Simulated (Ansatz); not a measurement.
System: Al₂O₅, space group C2/m (No. 12) (cell built by us, not taken from a database).

Input file:
```
crystal:
  lattice:
    - [4.8757644639, -1.4925775829, -0.8842940992]
    - [4.8757644639, 1.4925775829, -0.8842940992]
    - [-5.2489994728, 0.0, 6.416162092]
  atoms:
    - { symbol: Al, position: [0.4127876312, 0.4127876312, 0.6859483716] }
    - { symbol: Al, position: [0.5872123688, 0.5872123688, 0.3140516284] }
    - { symbol: O, position: [0.6348771003, 0.6348771003, 1.0166047456] }
    - { symbol: O, position: [0.3651228997, 0.3651228997, -0.0166047456] }
    - { symbol: O, position: [0.0, 0.0, 0.0] }
    - { symbol: O, position: [0.1229433745, 0.1229433745, 0.4559095719] }
    - { symbol: O, position: [0.8770566255, 0.8770566255, 0.5440904281] }
basis:
  ecutwfc: 420
kpoints:
  mp_grid: { grid: [12, 12, 8] }
hamiltonian:
  xc: pbesol
scf:
  occupations: { method: fixed }
output:
  eigenvalues: true
phonons:
  method: dfpt
  dielectric: true
  rigid_motions: translations
  eigenvectors: true
```

Launched with:
```bash
ansatz run input.yaml --threads 4 --pin off --max-ram 12288MiB --backend cpu --events-out ev --progress --plain --runs-dir out
```

Method: optical phonons of an insulator on the approach to the zone centre along x, y and z with the field of polar modes, imaginary frequencies are negative, field response on a mesh refined by the program; plane waves with PAW datasets (Ansatz 0.2.0). Level: PBEsol, no spin polarisation.

wave cutoff 420 eV; k mesh 12×12×8; occupations fixed; pressure 0 GPa.

Describe the result: the polar optical modes, transverse and longitudinal, for each direction of approach to the zone centre.

Imaginary modes appear, the softest at 594.5i cm⁻¹, so the structure is dynamically unstable. Along x the polar lines lie at 323.5, 546.2, 612.1, 732.1, 776.1 cm⁻¹; along y the polar lines lie at 221.3, 304.3, 523.3, 588.8, 731.3, 815.7 cm⁻¹; along z the polar lines lie at 342.1, 546.0, 776.1, 829.8 cm⁻¹ (lines above 2 % of the strongest).

| at | frequency (cm⁻¹) | dipole strength ((D/Å)²/amu) |
| --- | --- | --- |
| x | −594.5 | 228 |
| x | −19.6 | 0.565 |
| x | 36.0 | 2.94 |
| x | 116.9 | 0 |
| x | 317.2 | 0 |
| x | 321.8 | 0 |
| x | 323.5 | 8.02 |
| x | 340.6 | 0 |
| x | 401.3 | 1.07 |
| x | 415.6 | 0 |
| x | 510.4 | 0 |
| x | 546.2 | 9.97 |
| x | 585.2 | 0 |
| x | 612.1 | 9.33 |
| x | 732.1 | 13.7 |
| x | 776.1 | 22.7 |
| x | 797.2 | 0 |
| x | 826.3 | 0 |
| y | −180.0 | 71.1 |
| y | −49.2 | 0.935 |
| y | 116.9 | 0 |
| y | 221.3 | 124 |
| y | 304.3 | 8.57 |
| y | 317.2 | 0 |
| y | 321.8 | 0 |
| y | 340.6 | 0 |
| y | 396.2 | 1.84 |
| y | 415.6 | 0 |
| y | 510.4 | 0 |
| y | 523.3 | 11.4 |
| y | 585.2 | 0 |
| y | 588.8 | 6.38 |
| y | 731.3 | 13.5 |
| y | 797.2 | 0 |
| y | 815.7 | 58.3 |
| y | 826.3 | 0 |
| z | −594.5 | 228 |
| z | −31.6 | 0.583 |
| z | 36.0 | 2.94 |
| z | 116.9 | 0 |
| z | 317.2 | 0 |
| z | 321.8 | 0 |
| z | 340.6 | 0 |
| z | 342.1 | 6.51 |
| z | 404.1 | 0.711 |
| z | 415.6 | 0 |
| z | 510.4 | 0 |
| z | 546.0 | 10.2 |
| z | 585.2 | 0 |
| z | 606.1 | 3.17 |
| z | 776.1 | 22.7 |
| z | 797.2 | 0 |
| z | 826.3 | 0 |
| z | 829.8 | 21.5 |

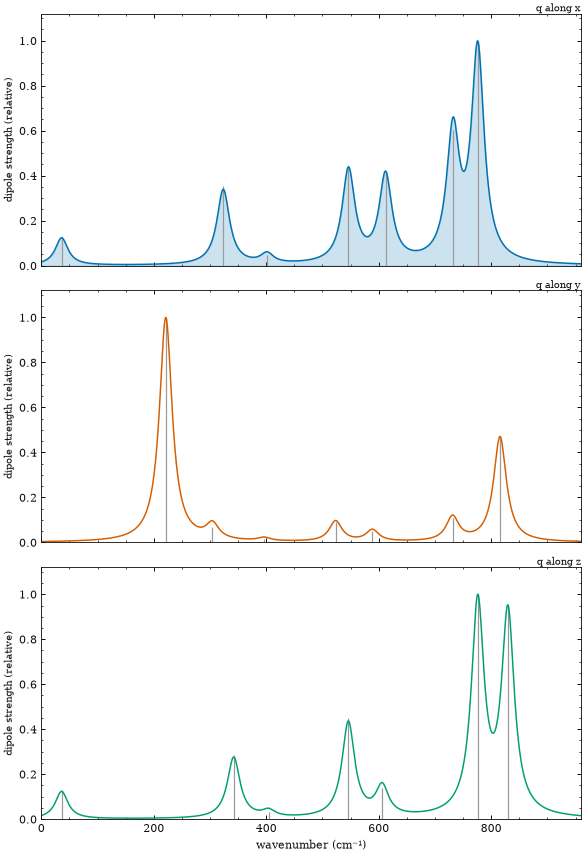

Lines are broadened by Lorentzians of 27 cm⁻¹ full width; each panel is scaled to its strongest line. Modes with imaginary frequency are left out of the spectrum.

Caveats: a crossing between the sampled k points may be missed; field response not converged on the k mesh.
